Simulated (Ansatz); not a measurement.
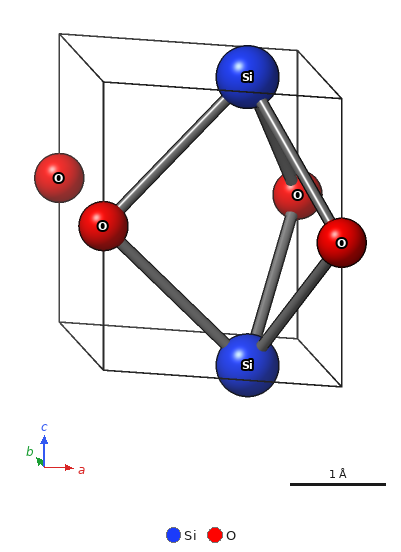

Lattice vibrations of crystalline SiO (a generated structure), at the zone centre. The picture is a ball-and-stick view of the cell of the calculation, seen slightly off an axis.

Theory: Ansatz, DFT PBEsol, scalar-relativistic, plane waves, PAW.

Input
```yaml
crystal:
  lattice:
    - [2.6680129068, 0.0, 0.0]
    - [-1.3340064534, 2.3105669549, 0.0]
    - [0.0, 0.0, 3.0920349499]
  atoms:
    - { symbol: Si, position: [0.6666666667, 0.3333333333, 0.0] }
    - { symbol: O, position: [0.0, 0.0, 0.5] }
basis:
  ecutwfc: 420
kpoints:
  mp_grid: { grid: [18, 18, 16] }
hamiltonian:
  xc: pbesol
scf:
  occupations: { method: fermi_dirac, width: 0.15 }
output:
  eigenvalues: true
phonons:
  method: dfpt
  eigenvectors: true
  qmesh: [6, 6, 4]
  temperatures: { t_max: 1000, t_step: 100 }
  qpath:
    path:
      - [[0.0, 0.0, 0.0], [0.5, 0.0, 0.0], [0.33333333, 0.33333333, 0.0], [0.0, 0.0, 0.0], [0.0, 0.0, 0.5], [0.5, 0.0, 0.5], [0.33333333, 0.33333333, 0.5], [0.0, 0.0, 0.5]]
      - [[0.5, 0.0, 0.5], [0.5, 0.0, 0.0]]
      - [[0.33333333, 0.33333333, 0.5], [0.33333333, 0.33333333, 0.0]]
    npoints: 8
```

Launched with:
```bash
ansatz run input.yaml --threads 2 --pin off --max-ram 7168MiB --backend cpu --events-out ev --progress --plain --runs-dir out
```

The frequencies depend somewhat on the k-mesh and the smearing.

List the optical modes.

Answer. The calculation's cell holds 2 atoms, so there are 3 optical modes, in 2 levels. The optical modes span A₂″ + E′. Two levels are unstable (imaginary frequency).

```tsv
level	symmetry	frequency (cm⁻¹)	activity
1	A₂″	501i	infrared-active
2	E′	293i	infrared- and Raman-active
```

The crystal is a metal, so free carriers screen the infrared response.

The displacement patterns (one member of each degenerate set):

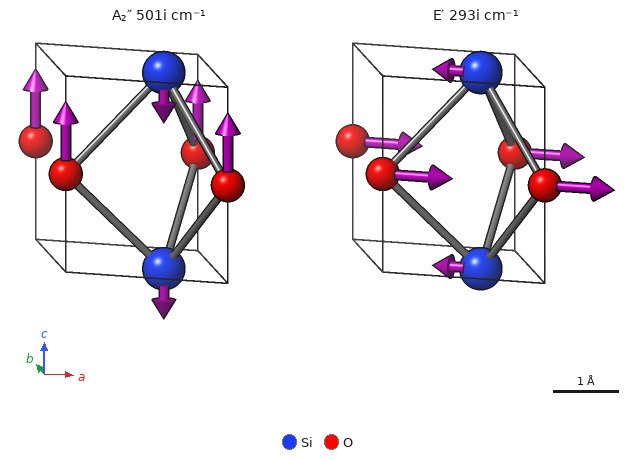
